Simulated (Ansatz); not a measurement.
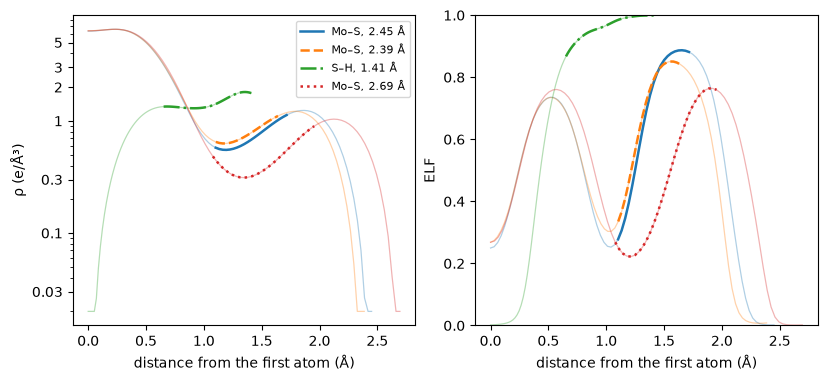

The picture shows: Mo₁₃HS₂₆ (cell with a defect). Valence electron density and electron localisation function along straight lines between neighbouring atoms. Thin, pale parts lie inside the atomic spheres.

Spin-polarised.

Level of theory: DFT PBE, scalar-relativistic, plane waves, PAW in Ansatz.

Core electrons are frozen (PAW), and the valence fields are smoothed inside the atomic spheres.

The calculation's input:

```
crystal:
  lattice:
    - [1.5925883332, 6.4363691201, 7.4383206521]
    - [-6.3703533327, -1.8389626057, 7.4383206521]
    - [4.7777649996, -4.5974065144, 7.4383206521]
  atoms:
    - { symbol: Mo, position: [0.076700815, 0.6920854304, 0.2305469689] }
    - { symbol: Mo, position: [0.9997777381, 0.9997777381, 0.9997777381] }
    - { symbol: Mo, position: [0.1536238919, 0.3843931227, 0.4613161996] }
    - { symbol: Mo, position: [0.3074700458, 0.7690085073, 0.9228546612] }
    - { symbol: Mo, position: [0.3843931227, 0.4613161996, 0.1536238919] }
    - { symbol: Mo, position: [0.5382392766, 0.8459315843, 0.6151623535] }
    - { symbol: Mo, position: [0.7690085073, 0.9228546612, 0.3074700458] }
    - { symbol: Mo, position: [0.2305469689, 0.076700815, 0.6920854304] }
    - { symbol: Mo, position: [0.4613161996, 0.1536238919, 0.3843931227] }
    - { symbol: Mo, position: [0.6151623535, 0.5382392766, 0.8459315843] }
    - { symbol: Mo, position: [0.6920854304, 0.2305469689, 0.076700815] }
    - { symbol: Mo, position: [0.8459315843, 0.6151623535, 0.5382392766] }
    - { symbol: Mo, position: [0.9228546612, 0.3074700458, 0.7690085073] }
    - { symbol: S, position: [0.4800562805, 0.0954408959, 0.6339024344] }
    - { symbol: S, position: [0.4031332036, 0.4031332036, 0.4031332036], spin: 0.2 }
    - { symbol: S, position: [0.5569793574, 0.7877485882, 0.8646716651] }
    - { symbol: S, position: [0.7108255113, 0.1723639728, 0.3262101267] }
    - { symbol: S, position: [0.7877485882, 0.8646716651, 0.5569793574] }
    - { symbol: S, position: [0.9415947421, 0.2492870498, 0.018517819] }
    - { symbol: S, position: [0.1723639728, 0.3262101267, 0.7108255113] }
    - { symbol: S, position: [0.6339024344, 0.4800562805, 0.0954408959] }
    - { symbol: S, position: [0.8646716651, 0.5569793574, 0.7877485882] }
    - { symbol: S, position: [0.018517819, 0.9415947421, 0.2492870498] }
    - { symbol: S, position: [0.0954408959, 0.6339024344, 0.4800562805] }
    - { symbol: S, position: [0.2492870498, 0.018517819, 0.9415947421] }
    - { symbol: S, position: [0.3262101267, 0.7108255113, 0.1723639728] }
    - { symbol: S, position: [0.3400131351, 0.9553977505, 0.493859289] }
    - { symbol: S, position: [0.2630900582, 0.2630900582, 0.2630900582] }
    - { symbol: S, position: [0.416936212, 0.6477054428, 0.7246285197], spin: 0.2 }
    - { symbol: S, position: [0.5707823659, 0.0323208274, 0.1861669813] }
    - { symbol: S, position: [0.6477054428, 0.7246285197, 0.416936212], spin: 0.2 }
    - { symbol: S, position: [0.8015515967, 0.1092439044, 0.8784746736] }
    - { symbol: S, position: [0.0323208274, 0.1861669813, 0.5707823659] }
    - { symbol: S, position: [0.493859289, 0.3400131351, 0.9553977505] }
    - { symbol: S, position: [0.7246285197, 0.416936212, 0.6477054428], spin: 0.2 }
    - { symbol: S, position: [0.8784746736, 0.8015515967, 0.1092439044] }
    - { symbol: S, position: [0.9553977505, 0.493859289, 0.3400131351] }
    - { symbol: S, position: [0.1092439044, 0.8784746736, 0.8015515967] }
    - { symbol: S, position: [0.1861669813, 0.5707823659, 0.0323208274] }
    - { symbol: H, position: [0.5168269231, 0.5264423077, 0.5192307692], spin: 0.2 }
  host:
    lattice:
      - [1.5925883332, 0.9194813029, 7.4383206521]
      - [-1.5925883332, 0.9194813029, 7.4383206521]
      - [0.0, -1.8389626057, 7.4383206521]
    atoms:
      - { symbol: Mo, position: [0.9997777381, 0.9997777381, 0.9997777381] }
      - { symbol: S, position: [0.4031332036, 0.4031332036, 0.4031332036] }
      - { symbol: S, position: [0.2630900582, 0.2630900582, 0.2630900582] }
basis:
  ecutwfc: 420
  xc_grid: 2
kpoints:
  mp_grid: { grid: [2, 2, 2], shift: [0.5, 0.5, 0.5] }
hamiltonian:
  xc: pbe
scf:
  occupations: { method: gaussian, width: 0.01 }
output:
  forces: true
  stress: false
  eigenvalues: true
  populations: true
  charged_corrections:
    defect_position: [0.51682692, 0.52644231, 0.51923077]
    epsilon: [[12.8691, 0.0, 0.0], [0.0, 12.8691, 0.0], [0.0, 0.0, 3.2679]]
  write_density: true
  write_potential: true
  elf: true
  volumetric_format: npy
magnetization:
  spin_polarized: true
relax:
  adjacent_minimum: "off"
  f_tol: 0.025
  max_steps: 45
```

Launched as:

```sh
ansatz run input.yaml --threads 4 --pin off --max-ram 10240MiB --backend cpu --events-out ev --progress --plain --runs-dir out
```

The fields are those of the run's last geometry, not of the input's.

What can be read from the curves?

Mo–S (2.45 Å): ρ is about 0.56 e/Å³ halfway; the ELF peaks at about 0.90 in the valence shell of S, 0.8 Å from its nucleus, and is about 0.45 at the midpoint.
Mo–S (2.39 Å): ρ at the midpoint is about 0.63 e/Å³; the ELF peaks at about 0.85 in the valence shell of S, 0.8 Å from its nucleus, and is about 0.45 at the midpoint.
S–H (1.41 Å): ρ at the midpoint is about 1.3 e/Å³; the ELF climbs to about 1 towards the hydrogen, as it does in any bond to H (a covalent bond by its length).
Mo–S (2.69 Å): the density is about 0.31 e/Å³ at the midpoint; the ELF peaks at about 0.75 in the valence shell of S, 0.8 Å from its nucleus, and drops to about 0.20 between the two atoms.
